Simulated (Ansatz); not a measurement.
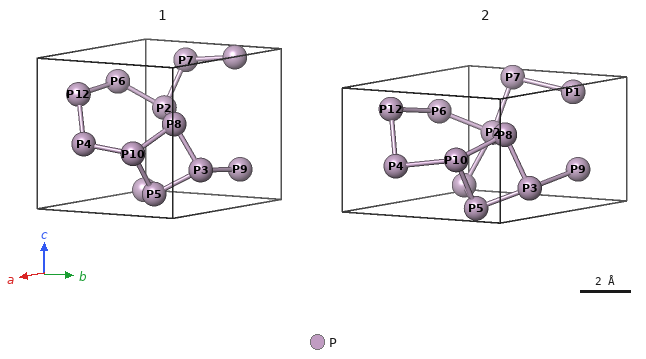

Two geometries of a crystal of P (a generated structure, set up in P6_522) (coarse preliminary run), drawn at one scale. One is the start of a relaxation, the other its converged end. The picture is a ball-and-stick view of the cell of the calculation, seen from a free direction.

All numbers below come from Ansatz 0.2.0, DFT PBE, scalar-relativistic, plane waves, PAW. Settings: plane-wave cutoff 420 eV; k-point mesh 3 × 3 × 4; occupations gaussian; smearing width 0.1 eV; no spin polarisation; cell and atoms relaxed; force threshold 0.04 eV/Å; at most 70 steps.

Which geometry has the lower energy?

Answer. Structure 2 is the relaxed one. Over 13 accepted moves (17 points after the start) the energy falls by 6.639 eV per cell of the calculation. Largest force component: 1.4 eV/Å at the start, 0.0069 eV/Å at the end. Pressure: 27.88 GPa at the start and 0.15 GPa at the end. The line search rejected the trial steps at points 8, 11 of the run. At 2 points the geometry stayed and the basis and grid were re-selected for the new cell (energy shift of 0.110 eV per cell of the calculation at most each time). The largest moves relative to the cell, 0.35 Å, are those of P atoms. The drawn cell changes as follows: a = b 5.787 → 6.737 Å (+16.4 %), c 6.204 → 5.107 Å (−17.7 %); the volume changes by +11.6 %. Near-neighbour distances that change, for instance: P–P 3.455 → 2.429 Å, P–P 2.116 → 2.616 Å, P–P 2.890 → 3.271 Å, P–P 2.138 → 2.380 Å. Bond angles that change, for instance: P–P–P 111.4° → 94.1°, P–P–P 122.1° → 136.0°, P–P–P 108.6° → 99.4°. The space group stays P6_522 (No. 179). Cost: 120 s on 1 thread of Arm Neoverse V2, with other jobs on the host, peak memory 0.37 GiB.
